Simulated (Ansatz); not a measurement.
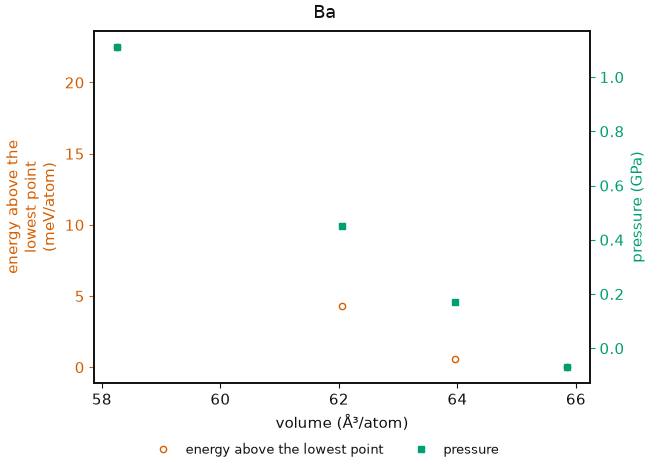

The picture above shows the energy above the lowest point and pressure against volume for Ba, space group Im-3m (No. 229) (one of a set of cubic test structures, which need not be the stable phase).

Computed with Ansatz 0.2.0 development build: equation of state of a cubic crystal from periodic Kohn-Sham density functional theory without spin, third-order Birch-Murnaghan fit to the free energies; pressure corrected for the finite basis. Level: r2SCAN.

structure type bcc; atoms in cell 1; space group number 229; lattice centring body-centred primitive; k mesh 10×10×10; occupation method Fermi–Dirac; occupation width 0.1 eV; wave cutoff 500 eV; datasets soft-1 PAW; density tolerance 1e−07 eV; bands 9; density cutoff ratio 4; search for lower states default.

The point at volume 60.15 Å³/atom is left out of the plot. What does the calculation give there?

| volume (Å³/atom) | energy above the lowest point (meV/atom) | pressure (GPa) |
| --- | --- | --- |
| 60.15 | 11.4 | 0.760 |
